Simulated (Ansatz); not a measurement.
# A series of single points on Ir

System: Ir (Fm-3m, 1 atom in the cell).
Method: Kohn-Sham DFT of a periodic cell, PBEsol, all-electron LAPW, scalar-relativistic, no spin polarisation (Ansatz 0.2.0).

The 7 runs differ only in the geometry, by an even scaling of the cell at fixed fractional positions. The structure derives from an entry of the Crystallography Open Database.

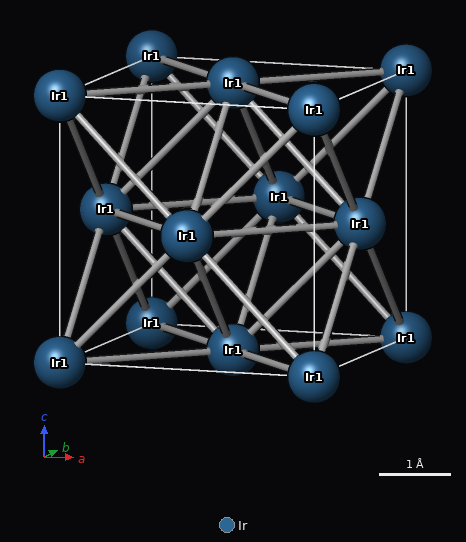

Figure 1. The structure of run 4 (ball-and-stick view of the cell 4 times as large as that of the calculation, set on its symmetry axes, seen slightly off an axis; atoms are numbered from 1 in the order of the input).

### Input of run 4
```yaml
crystal:
  lattice:
    - [0.0, 1.9156, 1.9156]
    - [1.9156, 0.0, 1.9156]
    - [1.9156, 1.9156, 0.0]
  atoms:
    - { symbol: Ir, position: [0.0, 0.0, 0.0] }
kpoints:
  mp_grid: { grid: [12, 12, 12] }
scf:
  occupations: { method: fermi_dirac, width: 0.05 }
hamiltonian:
  xc: pbesol
  pseudopotentials: { kind: all_electron, lapw: { basis_error: 0.001 } }
output:
  forces: true
  stress: true
  eigenvalues: true
```

Command:
```bash
ansatz run input.yaml --threads 1 --pin off --max-ram 3072MiB --backend cpu --events-out ev --progress --plain --runs-dir out
```

Lattice vectors (Å) and fractional positions of run 4:
```
   0.000000    1.915600    1.915600
   1.915600    0.000000    1.915600
   1.915600    1.915600    0.000000
Ir  0.000000  0.000000  0.000000
```

Run 2 differs from it as follows:
```diff
-    - [0.0, 1.9156, 1.9156]
-    - [1.9156, 0.0, 1.9156]
-    - [1.9156, 1.9156, 0.0]
+    - [0.0, 1.8897103398, 1.8897103398]
+    - [1.8897103398, 0.0, 1.8897103398]
+    - [1.8897103398, 1.8897103398, 0.0]
```

### Results, with one run withheld

```tsv
run	volume per atom (Å³)	free energy per atom, from the lowest run given (meV)	pressure (GPa)
1	13.215	64.85	27.03
2	13.496	?	?
3	13.778	5.75	7.44
4	14.059	0.00	−0.72
5	14.340	7.75	−7.96
6	14.621	27.45	−14.36
7	14.902	57.72	−20.02
```

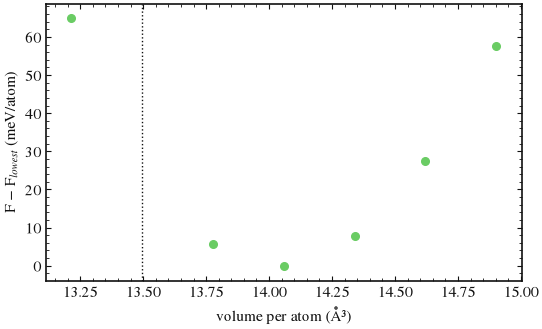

Figure 2. Free energy per atom of the runs given; the dotted line marks run 2.

What should run 2 give?

A cubic polynomial in V^(−2/3) (the Birch–Murnaghan form), fitted to the 6 runs given, misses them by at most 0.01 meV per atom. With x = V^(−2/3) − 0.17106 Å⁻², it reads F = 0.83331 − 2128.9 x + 1.2827e+06 x² + 3.6867e+06 x³ (meV per atom). At run 2 it gives 26.76 meV per atom, and the run itself gives 26.71. The slope of the fit gives a pressure −dF/dV of 16.64 GPa there, and the run prints 16.65 GPa. The fit has its minimum at 14.033 Å³ per atom, where V d²F/dV² gives 387 GPa: the bulk modulus at this level, since symmetry fixes the shape and the positions.

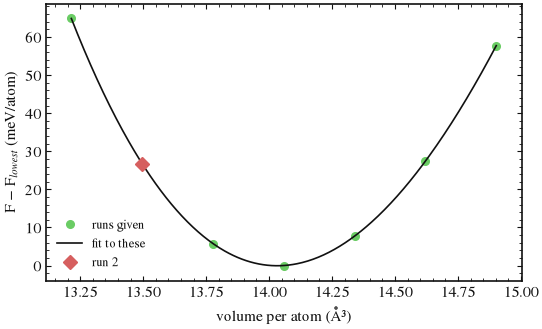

Figure 3. The fit and the withheld run.

### Output, shortened to warnings, some set-up lines, iterations and results (run 2)
```
Basis set: ecut = 293.9278233008236 eV, 169 PW (Γ), exchange–correlation at level 2
Symmetry: 48 space group operations
k-points: 72 of 1728
Initial density: superposition of atomic densities (chi_scale 0.1, normalization cell)
[...]
SCF iter   1: F=—  HF=-484889.808537 eV  |F-HF|=—  |Δ(HF+E_count)|=         —  Δρ=1.89e-2  dr2=1.82e-2  ethr=4.40e-5  ⟨swp⟩=3.2  Hψ=11704  notcnv=0
SCF iter   2: F=—  HF=-484889.724320 eV  |F-HF|=—  |Δ(HF+E_count)|=   8.42e-2  Δρ=6.63e-3  dr2=2.79e-3  ethr=4.40e-5  ⟨swp⟩=2.4  Hψ=5532  notcnv=0
SCF iter   3: F=—  HF=-484889.720835 eV  |F-HF|=—  |Δ(HF+E_count)|=         —  Δρ=3.69e-3  dr2=8.36e-4  ethr=6.80e-6  ⟨swp⟩=2.0  Hψ=5206  notcnv=0
SCF iter   4: F=—  HF=-484889.720747 eV  |F-HF|=—  |Δ(HF+E_count)|=   8.88e-5  Δρ=1.24e-3  dr2=9.99e-5  ethr=2.04e-6  ⟨swp⟩=2.0  Hψ=5206  notcnv=0
SCF iter   5: F=—  HF=-484889.720760 eV  |F-HF|=—  |Δ(HF+E_count)|=   1.31e-5  Δρ=1.33e-4  dr2=1.20e-6  ethr=2.95e-9  ⟨swp⟩=2.0  Hψ=8867  notcnv=0
SCF iter   6: F=-484889.720760 eV  HF=-484889.720760 eV  |F-HF|=2.62e-9  |Δ(HF+E_count)|=   6.28e-7  Δρ=6.15e-6  dr2=2.20e-9  ethr=2.93e-9  ⟨swp⟩=2.0  Hψ=5206  notcnv=0
SCF 1 converged in 6 iterations: F = -484889.720760 eV  dr2 = 2.20e-9
SCF converged after 6 iterations
Free energy (F): -484889.720760 eV
Harris-Foulkes:  -484889.720760 eV  (|F-HF|=2.62e-9)
Internal energy: -484889.716380 eV  (E = F + TS)
E sigma→0 (E₀):  -484889.718570 eV
Entropy (-TS):   -0.004381 eV (-4.381 meV/atom)
Fermi energy:    33.731518 eV
--- Per-component energies (eV) ---
  E_band       = -2801.240055
  E_kinetic    = 548626.037547
  E_xc         = -9338.821473
  E_electrostatic = -1024176.932454  (all electrons and nuclei)
  E_smearing   = -0.004381  (= −TS)
  E_closure    = 0.000000  (closes the sum)
  E_atoms      = -484879.537261  (free atoms, spherical and without spin; not in F)
  Σ components = -484889.720760   (vs F -484889.720760, Δ=0.00e0)
  Basis errors (estimates in eV, not in F): energy 2.4e-4 per atom: plane waves 1.9e-4 (9.8e-5 summed), levels above the bands 6.3e-162, relativity 6.8e-8, radial functions 4.2e-5, core shells 6.5e-7; eigenvalues (radial functions only) 2.9e-6; not estimated: angular momenta, meshes, grids; target …
--- Forces (eV/Å), atoms counted from 1 ---
  atom   1  Ir     0.00000000     0.00000000     0.00000000
  max |Σ_I F_I| component: 2.05e-32 eV/Å
--- Stress (GPa, compression-positive) ---
       16.645929      -0.000000       0.000000
       -0.000000      16.645929      -0.000000
        0.000000      -0.000000      16.645929
  P = ⅓ Tr σ = 16.6459 GPa (166.459 kbar)
```

Notes: Spin–orbit coupling is left out, which matters for Ir.
